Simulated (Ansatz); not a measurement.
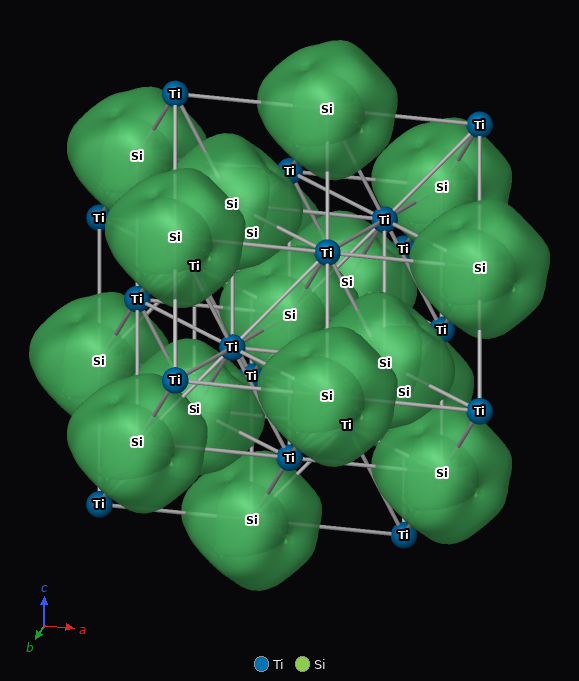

The picture shows: TiSi. Isosurface of the ELF at 0.55 (green), seen at an oblique angle. Core shells and regions of very low density are left out. Sticks mark near contacts.

Space group Fd-3m; computed without spin polarisation.

Level of theory: DFT r2SCAN, scalar-relativistic, plane waves, PAW in Ansatz.

In a PAW calculation such maps are meaningful between the atoms, not at the nuclei.

**Describe the localisation domains.**

The surface consists of eight regions wrapped around Si (the valence shell of each), counted in one cell of 16 atoms. Any copies at cell faces, edges or corners count once.

Values along the shortest contacts:
Ti–Si (2.65 Å): the ELF peaks at about 0.75 in the valence shell of Si, 1.0 Å from its nucleus, and is about 0.50 at the midpoint. Ti–Ti (2.65 Å): the ELF is about 0.15 at the midpoint (no localised pair shows between them).

**Metal or insulator at this level of theory?**

It is gapless in this calculation (a metal or semimetal).
